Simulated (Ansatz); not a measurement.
# A thicker film of AlN (10-10) from four thinner ones

In a field along its normal an insulating film takes a dipole p. Written as a length, p/(ε₀AE), it should grow by 1 − 1/ε for each ångström added.

**Method.** Ansatz 0.2.0, plane waves with PAW datasets (its set soft_2), PBE; wurtzite films relaxed at a bulk in-plane lattice constant near the measured one, then held in weak fields of both signs with a dipole correction (A is the cell's area, E the outer field).

| run | distance between the outer atoms (Å) | p/(ε₀AE) (Å) |
| --- | --- | --- |
| 3 units | 6.292 | 7.283 |
| 4 units | 9.014 | 9.396 |
| 5 units | 11.737 | 11.507 |
| 6 units | 14.459 | 13.620 |
| 8 units | 19.903 | ? |

Q: Estimate the withheld value from the rows shown.

A least-squares line through the 4 rows shown has slope 0.7759 and intercept 2.4011; no row lies more than 0.001 Å off it. That slope means ε = 1/(1 − 0.7759) = 4.46. At 19.903 it gives 0.7759 × 19.903 + 2.4011 = 17.844 Å, beyond the rows fitted. Rounding and scatter of the rows alone allow about ±0.002 Å there.

The run itself gives 17.845 Å: a miss of +0.001 Å, or 0.0 % of the value. The length is met to within 1 %, though ε is more sensitive than the length: the two thickest films give ε = 4.47.

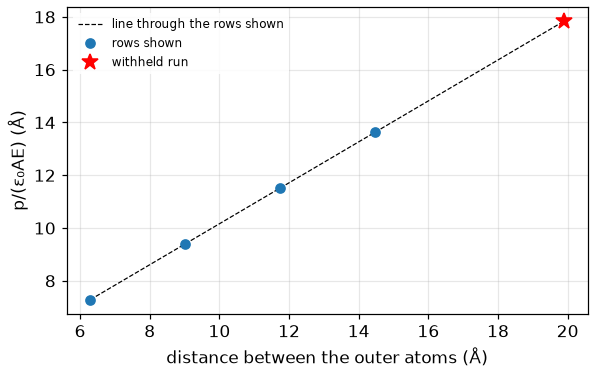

The fit and the withheld run.

Caveats: This is the electronic response alone. A unit is one step of the cut along the normal (a plane, a pair of planes or a cell), and the layers relax along it, away from their bulk spacing where the functional's lattice constant differs from the one held.
